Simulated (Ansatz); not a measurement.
## SiO2: one change and its effect

System: SiO2 (Fddd, 12 atoms in the cell).
Method of the first run: Kohn-Sham DFT of a periodic cell, PBE, all-electron LAPW, scalar-relativistic, no spin polarisation (Ansatz 0.2.0).

The structure derives from a Materials Project entry. Text and figures count atoms from 1; the logs count them from 0 in places.

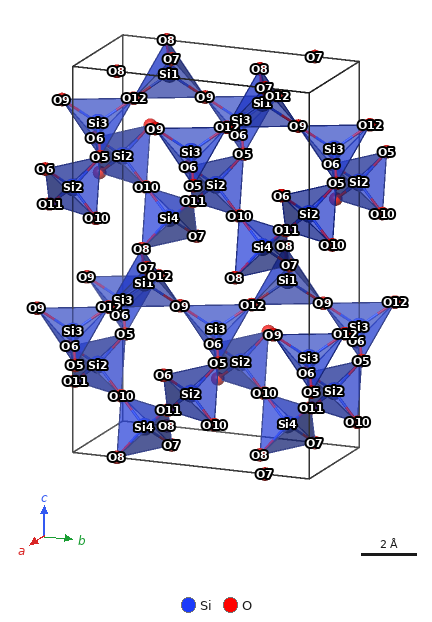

Figure 1. The starting structure (polyhedral view of the cell 4 times as large as that of the calculation, set on its symmetry axes, seen slightly off an axis; polyhedra are completed across the faces of the cell; atoms are numbered from 1 in the order of the input). An atom can appear more than once, as a periodic image.

## Input file, the first run
```yaml
crystal:
  lattice:
    - [0.0, 4.71625711, 7.3627753715]
    - [2.3595806657, 0.0, 7.3627753715]
    - [2.3595806657, 4.71625711, 0.0]
  atoms:
    - { symbol: Si, position: [0.93676892, 0.93676892, 0.56323108] }
    - { symbol: Si, position: [0.68676892, 0.68676892, 0.31323108] }
    - { symbol: Si, position: [0.31323108, 0.31323108, 0.68676892] }
    - { symbol: Si, position: [0.56323108, 0.56323108, 0.93676892] }
    - { symbol: O, position: [0.0634396, 0.4365604, 0.0634396] }
    - { symbol: O, position: [0.4365604, 0.0634396, 0.4365604] }
    - { symbol: O, position: [0.8134396, 0.1865604, 0.8134396] }
    - { symbol: O, position: [0.1865604, 0.8134396, 0.1865604] }
    - { symbol: O, position: [0.125, 0.625, 0.625] }
    - { symbol: O, position: [0.625, 0.625, 0.625] }
    - { symbol: O, position: [0.625, 0.625, 0.125] }
    - { symbol: O, position: [0.625, 0.125, 0.625] }
kpoints:
  mp_grid: { grid: [6, 6, 6] }
scf:
  occupations: { method: fermi_dirac, width: 0.05 }
hamiltonian:
  xc: pbe
  pseudopotentials: { kind: all_electron, lapw: { basis_error: 0.002 } }
output:
  forces: true
  stress: true
relax:
  f_tol: 0.005
  max_steps: 60
  cell: {}
```

Command:
```bash
ansatz run input.yaml --threads 8 --pin off --max-ram 24576MiB --backend cpu --events-out ev --progress --plain --runs-dir out
```

Hardware: 8 threads of Intel Xeon @ 2.50GHz (Skylake/Cascade Lake), 189 GiB of memory available, shared host.

## Output, shortened to warnings, some set-up lines, iterations and results (the first run)
```
Basis set: ecut = 552.7984132886021 eV, 4827 PW (Γ), FFT grids on a1−a2−a3, a2, a3, exchange–correlation at level 2
Symmetry: 8 space group operations
k-points: 46 of 216
Initial density: superposition of atomic densities (chi_scale 0.1, normalization cell, long waves kept (reshape's long-wave potential 0.05 eV rms))
[...]
SCF iter   1: F=—  HF=-47982.446095 eV  |F-HF|=—  |Δ(HF+E_count)|=         —  Δρ=1.42e-1  dr2=3.06e1  ethr=2.74e-2  ⟨swp⟩=2.2  Hψ=22270  notcnv=0
SCF iter   2: F=—  HF=-47969.685143 eV  |F-HF|=—  |Δ(HF+E_count)|=    1.28e1  Δρ=3.22e-2  dr2=9.58e-1  ethr=8.55e-4  ⟨swp⟩=2.2  Hψ=16558  notcnv=0  defer=3
SCF iter   3: F=—  HF=-47969.496806 eV  |F-HF|=—  |Δ(HF+E_count)|=         —  Δρ=2.21e-2  dr2=7.50e-1  ethr=8.55e-4  ⟨swp⟩=3.0  Hψ=8991  notcnv=0
SCF iter   4: F=—  HF=-47969.488768 eV  |F-HF|=—  |Δ(HF+E_count)|=   8.04e-3  Δρ=4.42e-3  dr2=2.64e-2  ethr=6.70e-4  ⟨swp⟩=3.0  Hψ=9489  notcnv=0
SCF iter   5: F=—  HF=-47969.500413 eV  |F-HF|=—  |Δ(HF+E_count)|=   1.16e-2  Δρ=9.97e-4  dr2=1.86e-3  ethr=2.36e-5  ⟨swp⟩=3.0  Hψ=9474  notcnv=0
[... 36 lines ...]
relax step   5: F+E_penalty+E_count = -47969.57062180 eV  Δ(F+E_penalty+E_count) = -9.690e-5 eV  max|allowed force component| = 1.313e-3 eV/Å  Δτ_max = 0.0010 Å  P = -0.001 …
SCF iter   1: F=—  HF=-47969.570609 eV  |F-HF|=—  |Δ(HF+E_count)|=         —  Δρ=7.03e-6  dr2=7.08e-8  ethr=6.24e-11  ⟨swp⟩=6.2  Hψ=17560  notcnv=0
SCF iter   2: F=-47969.570609 eV  HF=-47969.570609 eV  |F-HF|=3.36e-8  |Δ(HF+E_count)|=   5.62e-7  Δρ=4.50e-6  dr2=3.04e-8  ethr=6.24e-11  ⟨swp⟩=3.0  Hψ=8477  notcnv=0
SCF 6 converged in 2 iterations: F = -47969.570609 eV  dr2 = 3.04e-8
relax step   6: F+E_penalty+E_count = -47969.57060892 eV  Δ(F+E_penalty+E_count) = +1.288e-5 eV  max|allowed force component| = 1.372e-3 eV/Å  Δτ_max = 0.0000 Å  P = -0.001 …
basis re-selected at this cell: Δ(F+E_penalty+E_count) = +1.288e-5 eV, ΔP = +0.000 GPa vs the last step (what re-selecting the basis moved, after the strain that the cell walked since its last selection, with what the two solves' SCF thresholds leave and, on support functions, any second-order …
SCF converged after 2 iterations
Free energy (F): -47969.570609 eV
Harris-Foulkes:  -47969.570609 eV  (|F-HF|=3.36e-8)
Internal energy: -47969.570609 eV  (E = F + TS)
E sigma→0 (E₀):  -47969.570609 eV
Fermi energy:    5.073528 eV
--- Per-component energies (eV) ---
  E_band       = -11430.715507
  E_kinetic    = 48029.810364
  E_xc         = -4151.403676
  E_electrostatic = -91847.977297  (all electrons and nuclei)
  E_smearing   = -0.000000  (= −TS)
  E_closure    = 0.000000  (closes the sum)
  E_atoms      = -47874.655558  (free atoms, spherical and without spin; not in F)
  Σ components = -47969.570609   (vs F -47969.570609, Δ=0.00e0)
  Basis errors (estimates in eV, not in F): energy 1.0e-3 per atom: plane waves 9.7e-4 (6.3e-4 summed), levels above the bands 1.2e-72, relativity 1.2e-7, radial functions 8.1e-5, core shells 2.4e-10; eigenvalues (radial functions only) 8.4e-6; not estimated: angular momenta, meshes, grids; target …
--- Forces (eV/Å), atoms counted from 1 ---
  atom   1  Si    -0.00000000     0.00000000    -0.00137158
  atom   2  Si     0.00000000    -0.00000000    -0.00137158
  atom   3  Si     0.00000000    -0.00000000     0.00137158
  atom   4  Si    -0.00000000     0.00000000     0.00137158
  atom   5  O      0.00000000     0.00072010    -0.00000000
  atom   6  O      0.00000000    -0.00072010    -0.00000000
  atom   7  O     -0.00000000     0.00072010     0.00000000
  atom   8  O     -0.00000000    -0.00072010     0.00000000
  atom   9  O      0.00000000    -0.00000000     0.00000000
  atom  10  O     -0.00000000    -0.00000000     0.00000000
  atom  11  O     -0.00000000     0.00000000    -0.00000000
  atom  12  O      0.00000000     0.00000000     0.00000000
  max |Σ_I F_I| component: 8.94e-19 eV/Å
--- Stress (GPa, compression-positive) ---
        0.002132       0.000000      -0.000000
        0.000000      -0.000742      -0.000000
       -0.000000      -0.000000      -0.004333
  P = ⅓ Tr σ = -0.0010 GPa (-0.010 kbar)
--- Relaxed structure (5 steps of the walk, 5 accepted, 1 SCFs on fresh bases) ---
[...]
```

For the second run the input was changed thus:
```diff
-  xc: pbe
+  xc: lda
```

Predict how the results change.

The total energies belong to different methods, so their difference says nothing on which is more stable or more accurate. The volume per atom goes from 14.02 to 13.50 Å³. The functional changes from PBE to LDA. The SCF takes 31 iterations over all geometry steps against 34.

## Output, shortened to warnings, some set-up lines, iterations and results (the second run)
```
Basis set: ecut = 553.3777493085915 eV, 4835 PW (Γ), FFT grids on a1−a2−a3, a2, a3, exchange–correlation at level 2
Symmetry: 8 space group operations
k-points: 46 of 216
Initial density: superposition of atomic densities (chi_scale 0.1, normalization cell, long waves kept (reshape's long-wave potential 0.05 eV rms))
[...]
SCF iter   1: F=—  HF=-47778.131481 eV  |F-HF|=—  |Δ(HF+E_count)|=         —  Δρ=1.41e-1  dr2=3.01e1  ethr=2.69e-2  ⟨swp⟩=2.2  Hψ=22267  notcnv=0
SCF iter   2: F=—  HF=-47765.441568 eV  |F-HF|=—  |Δ(HF+E_count)|=    1.27e1  Δρ=3.23e-2  dr2=8.49e-1  ethr=7.57e-4  ⟨swp⟩=2.2  Hψ=16597  notcnv=0  defer=3
SCF iter   3: F=—  HF=-47764.937426 eV  |F-HF|=—  |Δ(HF+E_count)|=         —  Δρ=2.18e-2  dr2=7.27e-1  ethr=7.57e-4  ⟨swp⟩=3.0  Hψ=9308  notcnv=0
SCF iter   4: F=—  HF=-47764.747035 eV  |F-HF|=—  |Δ(HF+E_count)|=   1.90e-1  Δρ=3.61e-3  dr2=1.58e-2  ethr=6.49e-4  ⟨swp⟩=3.0  Hψ=9604  notcnv=0
SCF iter   5: F=—  HF=-47764.745008 eV  |F-HF|=—  |Δ(HF+E_count)|=   2.03e-3  Δρ=8.82e-4  dr2=1.47e-3  ethr=1.41e-5  ⟨swp⟩=3.0  Hψ=8985  notcnv=0
[... 33 lines ...]
relax step   5: F+E_penalty+E_count = -47764.75340809 eV  Δ(F+E_penalty+E_count) = -2.224e-6 eV  max|allowed force component| = 3.436e-3 eV/Å  Δτ_max = 0.0001 Å  P = -0.002 …
SCF iter   1: F=—  HF=-47764.753410 eV  |F-HF|=—  |Δ(HF+E_count)|=         —  Δρ=1.19e-5  dr2=9.83e-8  ethr=8.80e-11  ⟨swp⟩=4.0  Hψ=18053  notcnv=0
SCF iter   2: F=-47764.753411 eV  HF=-47764.753410 eV  |F-HF|=6.38e-8  |Δ(HF+E_count)|=   1.57e-7  Δρ=6.20e-6  dr2=3.78e-8  ethr=8.77e-11  ⟨swp⟩=2.0  Hψ=7820  notcnv=0
SCF 6 converged in 2 iterations: F = -47764.753411 eV  dr2 = 3.78e-8
relax step   6: F+E_penalty+E_count = -47764.75341052 eV  Δ(F+E_penalty+E_count) = -2.433e-6 eV  max|allowed force component| = 3.555e-3 eV/Å  Δτ_max = 0.0000 Å  P = -0.002 …
basis re-selected at this cell: Δ(F+E_penalty+E_count) = -2.433e-6 eV, ΔP = +0.000 GPa vs the last step (what re-selecting the basis moved, after the strain that the cell walked since its last selection, with what the two solves' SCF thresholds leave and, on support functions, any second-order …
SCF converged after 2 iterations
Free energy (F): -47764.753411 eV
Harris-Foulkes:  -47764.753410 eV  (|F-HF|=6.38e-8)
Internal energy: -47764.753411 eV  (E = F + TS)
E sigma→0 (E₀):  -47764.753411 eV
Fermi energy:    5.064912 eV
--- Per-component energies (eV) ---
  E_band       = -11346.443874
  E_kinetic    = 47765.012582
  E_xc         = -3939.038481
  E_electrostatic = -91590.727512  (all electrons and nuclei)
  E_smearing   = -0.000000  (= −TS)
  E_closure    = 0.000000  (closes the sum)
  E_atoms      = -47660.637544  (free atoms, spherical and without spin; not in F)
  Σ components = -47764.753411   (vs F -47764.753411, Δ=0.00e0)
  Basis errors (estimates in eV, not in F): energy 1.1e-3 per atom: plane waves 9.9e-4 (6.4e-4 summed), levels above the bands 1.5e-72, relativity 2.3e-8, radial functions 9.3e-5, core shells 4.0e-10; eigenvalues (radial functions only) 8.5e-6; not estimated: angular momenta, meshes, grids; target …
--- Forces (eV/Å), atoms counted from 1 ---
  atom   1  Si    -0.00000000    -0.00000000    -0.00355539
  atom   2  Si     0.00000000    -0.00000000    -0.00355539
  atom   3  Si     0.00000000     0.00000000     0.00355539
  atom   4  Si    -0.00000000     0.00000000     0.00355539
  atom   5  O      0.00000000     0.00018220    -0.00000000
  atom   6  O      0.00000000    -0.00018220    -0.00000000
  atom   7  O     -0.00000000     0.00018220     0.00000000
  atom   8  O     -0.00000000    -0.00018220     0.00000000
  atom   9  O     -0.00000000    -0.00000000     0.00000000
  atom  10  O      0.00000000     0.00000000    -0.00000000
  atom  11  O      0.00000000     0.00000000     0.00000000
  atom  12  O     -0.00000000    -0.00000000    -0.00000000
  max |Σ_I F_I| component: 4.34e-19 eV/Å
--- Stress (GPa, compression-positive) ---
        0.000060       0.000000      -0.000000
        0.000000      -0.005856      -0.000000
       -0.000000      -0.000000      -0.000254
  P = ⅓ Tr σ = -0.0020 GPa (-0.020 kbar)
--- Relaxed structure (5 steps of the walk, 5 accepted, 1 SCFs on fresh bases) ---
[...]
```

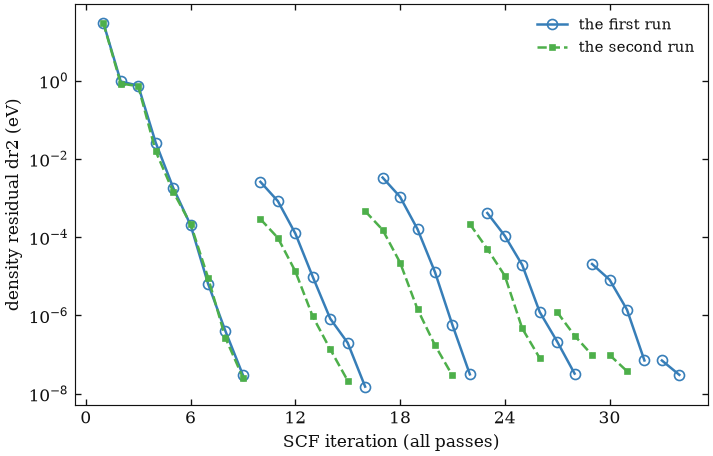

Figure 2. Convergence of the two runs: density residual dr2 against the SCF iteration. A break in a curve parts two SCF passes. The first run takes 34 iterations in all, and the second run takes 31.

## The two runs side by side

| quantity | the first run | the second run |
| --- | --- | --- |
| outcome | converged | converged |
| free energy per atom (eV) | −3997.4642 | −3980.3961 |
| pressure (GPa) | 0.00 | 0.00 |
| volume per atom (Å³) | 14.02 | 13.50 |
| largest force (eV/Å) | 0.001 | 0.004 |
| SCF iterations | 34 | 31 |
| irreducible k-points | 46 | 46 |
| wall time (shared host) | 6 min | 5.5 min |

For both runs: Points of doubt noted for this run: coarse mesh for a metal.
